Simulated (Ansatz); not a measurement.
Na₁₅F₁₇: several calculations on one system

**1. Relaxation**

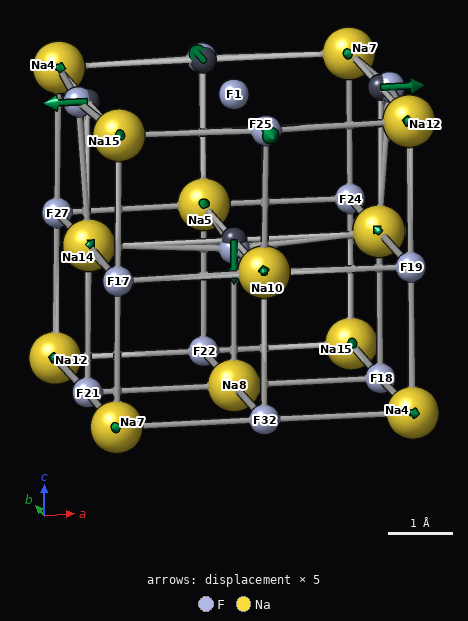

A relaxation of a defect cell of composition Na$_{15}$F$_{17}$. The starting structure is drawn faded, the final one solid; green arrows show the displacements, magnified 5 times.

A ball-and-stick model of the atoms within 4.2 Å of the atom that moves most (axes of the conventional cell (2 times the calculation's cell)), seen slightly off an axis. Lengths and directions refer to the drawn axes.

Case: F on a Na site (a), charge +0, atoms relaxed at the host's cell.

Theory: Ansatz, DFT PBE, scalar-relativistic, plane waves, PAW.

The input:
```yaml
crystal:
  lattice:
    - [-4.6999823628, 4.6999823628, 4.6999823628]
    - [4.6999823628, -4.6999823628, 4.6999823628]
    - [4.6999823628, 4.6999823628, -4.6999823628]
  atoms:
    - { symbol: F, position: [0.0, 0.25, 0.75] }
    - { symbol: Na, position: [0.0, 0.5, 0.5] }
    - { symbol: Na, position: [0.0, 0.75, 0.25] }
    - { symbol: Na, position: [0.25, 0.0, 0.75] }
    - { symbol: Na, position: [0.0, 0.0, 0.0] }
    - { symbol: Na, position: [0.25, 0.25, 0.5] }
    - { symbol: Na, position: [0.25, 0.5, 0.25] }
    - { symbol: Na, position: [0.5, 0.75, 0.75] }
    - { symbol: Na, position: [0.25, 0.75, 0.0] }
    - { symbol: Na, position: [0.5, 0.0, 0.5] }
    - { symbol: Na, position: [0.5, 0.25, 0.25] }
    - { symbol: Na, position: [0.75, 0.5, 0.75] }
    - { symbol: Na, position: [0.5, 0.5, 0.0] }
    - { symbol: Na, position: [0.75, 0.75, 0.5] }
    - { symbol: Na, position: [0.75, 0.0, 0.25] }
    - { symbol: Na, position: [0.75, 0.25, 0.0] }
    - { symbol: F, position: [0.5, 0.75, 0.25] }
    - { symbol: F, position: [0.5, 0.0, 0.0] }
    - { symbol: F, position: [0.5, 0.25, 0.75] }
    - { symbol: F, position: [0.75, 0.5, 0.25] }
    - { symbol: F, position: [0.5, 0.5, 0.5] }
    - { symbol: F, position: [0.75, 0.75, 0.0] }
    - { symbol: F, position: [0.75, 0.0, 0.75] }
    - { symbol: F, position: [0.0, 0.25, 0.25] }
    - { symbol: F, position: [0.75, 0.25, 0.5] }
    - { symbol: F, position: [0.0, 0.5, 0.0] }
    - { symbol: F, position: [0.0, 0.75, 0.75] }
    - { symbol: F, position: [0.25, 0.0, 0.25] }
    - { symbol: F, position: [0.0, 0.0, 0.5] }
    - { symbol: F, position: [0.25, 0.25, 0.0] }
    - { symbol: F, position: [0.25, 0.5, 0.75] }
    - { symbol: F, position: [0.25, 0.75, 0.5] }
  host:
    lattice:
      - [0.0, 2.3499911814, 2.3499911814]
      - [2.3499911814, 0.0, 2.3499911814]
      - [2.3499911814, 2.3499911814, 0.0]
    atoms:
      - { symbol: Na, position: [0.0, 0.0, 0.0] }
      - { symbol: F, position: [0.5, 0.5, 0.5] }
basis:
  ecutwfc: 420
  xc_grid: 2
kpoints:
  mp_grid: { grid: [2, 2, 2], shift: [0.5, 0.5, 0.5] }
hamiltonian:
  xc: pbe
scf:
  occupations: { method: gaussian, width: 0.01 }
output:
  forces: true
  stress: false
  eigenvalues: true
  charged_corrections:
    defect_position: [0.0, 0.25, 0.75]
    epsilon: [[5.6239, 0.0, 0.0], [0.0, 5.6239, 0.0], [0.0, 0.0, 5.6239]]
  write_density: true
  write_potential: true
  elf: true
  volumetric_format: npy
relax:
  adjacent_minimum: "off"
  f_tol: 0.025
  max_steps: 45
```

Command:
```bash
ansatz run input.yaml --threads 4 --pin off --max-ram 6144MiB --backend cpu --events-out ev --progress --plain --runs-dir out
```

Atoms of which element are displaced furthest, and by how much?

Fluorine: up to 0.15 Å, against 0.03 Å for sodium.

What did the optimiser do to the structure, and how much energy did it gain?

The energy falls by 0.347 eV per cell of the calculation in 2 accepted moves (3 points after the start). Largest force component: 0.65 eV/Å at the start, 0.024 eV/Å at the end. 1 step only repeated the SCF at the same geometry. The largest moves, 0.15 Å, are those of F23, F25, F26, F29, F30 and F31. F23 goes along −c. Largest moves by element: F 0.15 Å, Na 0.03 Å. The cell doesn't change. Some distances before and after: Na8–F23 2.350 → 2.202 Å, Na10–Na12 3.323 → 3.288 Å, Na10–F32 2.350 → 2.375 Å, Na10–F23 2.350 → 2.332 Å. Bond angles that change, for instance: Na5–F23–Na10 180.0° → 171.5°, Na5–F23–Na8 90.0° → 94.2°. The run took 19 s on 4 threads of Arm Neoverse V1, on a shared host, peak memory 0.91 GiB.

Limits of the set-up: the k-point mesh is coarse for a cell with partly filled bands; the periodic images lie only 8.1 Å apart, so the values are limited by the cell's size.

**2. Relaxation**

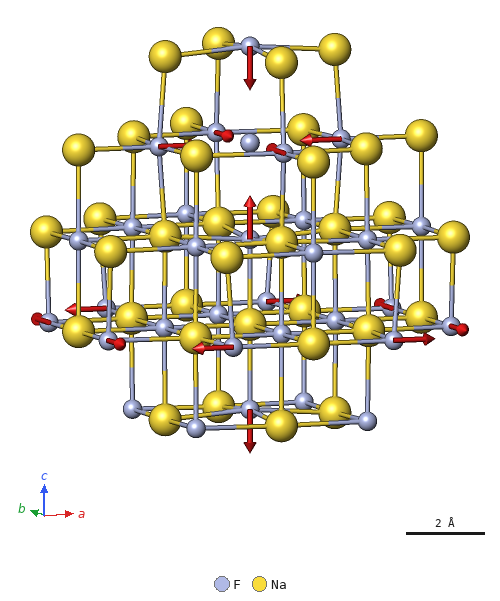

This is a relaxation of a defect cell of composition Na15F17 (cell charge +1). The starting structure is drawn; red arrows show the displacements, 10 times their true length.

The picture is a ball-and-stick view of the atoms within 5.8 Å of the atom that moves most (axes of the conventional cell (2 times the calculation's cell)), seen slightly off an axis. Lengths and directions refer to the drawn axes.

Case: F on a Na site (a), charge +1, atoms relaxed at the host's cell.

Method: DFT PBE, scalar-relativistic, plane waves, PAW (Ansatz). (plane-wave cutoff 420 eV; k-point mesh 2 × 2 × 2; occupations gaussian; smearing width 0.01 eV; mesh shifted by (0.5, 0.5, 0.5); collinear spin; atoms relaxed in a fixed cell; force threshold 0.025 eV/Å; at most 45 steps)

### Atoms of which element are displaced furthest, and by how much?

Fluorine: up to 0.11 Å, against 0.02 Å for sodium.

### What did the optimiser do to the structure, and how much energy did it gain?

After 3 geometry steps the energy has fallen by 0.103 eV per cell of the calculation. Largest force component: 0.3 eV/Å at the start, 0.0081 eV/Å at the end. The largest moves, 0.11 Å, are those of F atoms. By element the largest moves are F 0.11 Å, Na 0.02 Å. The lattice vectors keep their values. Near-neighbour distances that change, for instance: F–Na 2.202 → 2.317 Å, Na–Na 3.288 → 3.310 Å, F–Na 2.375 → 2.360 Å, F–Na 2.332 → 2.341 Å. Among the angles between lasting bonds that change: Na–F–Na 171.5° → 177.9°, F–Na–F 98.5° → 92.1°, F–Na–F 175.2° → 178.7°.

Limits of the set-up: the periodic images lie only 8.1 Å apart, so the values are limited by the cell's size; the cell is charged, on a uniform background, and energies carry no finite-size correction.

**3. Defect**

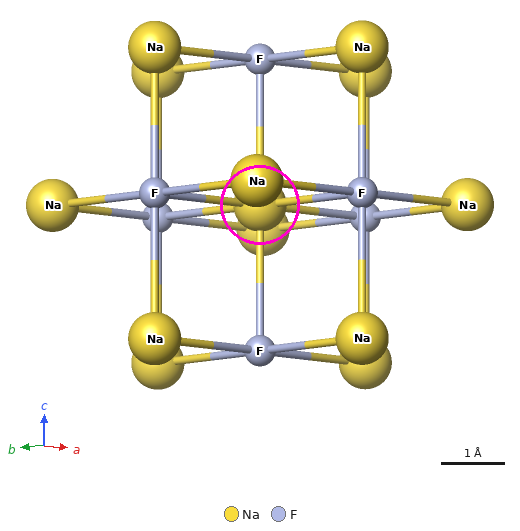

Perfect NaF. A ball-and-stick model of the atoms within 3.8 Å of one point, seen from a free direction.

All numbers below come from DFT PBE, scalar-relativistic, plane waves, PAW (Ansatz 0.2.0). (plane-wave cutoff 420 eV; k-point mesh 2 × 2 × 2; occupations gaussian; smearing width 0.01 eV; mesh shifted by (0.5, 0.5, 0.5); collinear spin) The cell is small and the k-mesh coarse, so the numbers are rough. A uniform background neutralises the charged cell. The axes drawn are those of the host's conventional cell.

A sodium atom is replaced by fluorine at the ringed place, in charge state +1. The supercell has 32 sites, and the atoms are relaxed at the host's cell.

Question: How do the neighbours respond?

Answer: In the host the Na atom has 6 F at 2.35 Å; the F atom ends with 6 F at 2.38 Å. Of the host's atoms, a fluorine atom moves furthest from its site, by 0.03 Å. The cell's net moment is 3.00 μB.

The relaxed defect, seen from the same direction:

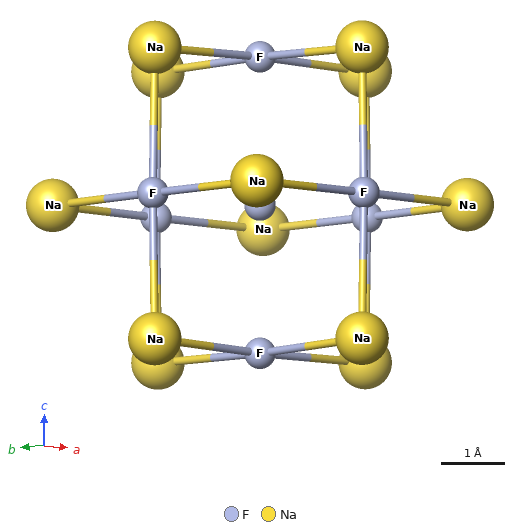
